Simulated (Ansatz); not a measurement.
```cif
data_structure
_symmetry_space_group_name_H-M 'P 1'
_symmetry_Int_Tables_number 1
_cell_length_a 8.9633
_cell_length_b 8.9633
_cell_length_c 23.8000
_cell_angle_alpha 90.000
_cell_angle_beta 90.000
_cell_angle_gamma 90.000
_cell_volume 1912.09
loop_
_atom_site_label
_atom_site_type_symbol
_atom_site_fract_x
_atom_site_fract_y
_atom_site_fract_z
_atom_site_occupancy
Rb1 Rb 0.00000 0.50000 0.29412 1
Rb2 Rb 0.50000 0.00000 0.29412 1
Rb3 Rb 0.50000 0.50000 0.29412 1
```

A structure generated by program, which may or may not match a known phase; computed without spin polarisation.

Level of theory: Ansatz, DFT PBE, scalar-relativistic, plane waves, PAW.

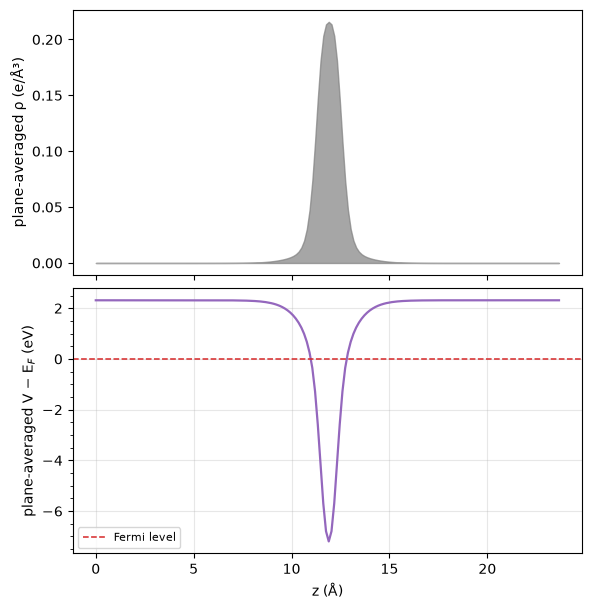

Rb. Plane average of the electrostatic potential energy of an electron and of the valence electron density across the slab.

How far below the vacuum level is the Fermi level?

The potential is flat in the vacuum, 2.3 eV above the Fermi level; this is the work function, the same on both faces.

How thick is the slab, and how wide the vacuum?

The outermost nuclei are 0.0 Å apart, in 1 atomic plane; the vacuum between periodic images is 23.8 Å wide.
